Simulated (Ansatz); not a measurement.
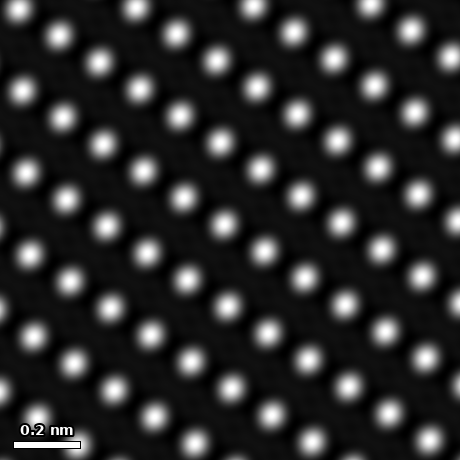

Phase-contrast TEM-like image of Cu (I4/mmm, No. 139) along [101]. Simulated in the weak-phase-object approximation with neutral-atom potentials: 300 kV, Cs = −13 µm, defocus +61 Å (negative is underfocus), defocus spread 12 Å, aperture 1.52 1/Å. Structure used: the end point of a relaxation with Ansatz, DFT PBE, scalar-relativistic, plane waves, PAW; the starting structure was generated, so it need not be a known form of this composition.

Do the atom columns appear dark or bright, and why?

Answer. Bright. With negative Cs and overfocus sin χ is positive over the pass band, so the strongest columns (Cu) come out brighter than the background.

What point resolution do these settings give, and which lattice spacings pass?

Answer. About 0.7 Å (0.66 |Cs|^(1/4) λ^(3/4) with λ = 0.0197 Å). The spacings that carry visible contrast are {101} at 2.02 Å, {200} at 1.47 Å, {211} at 1.19 Å, {202} at 1.01 Å, {222} at 0.83 Å.
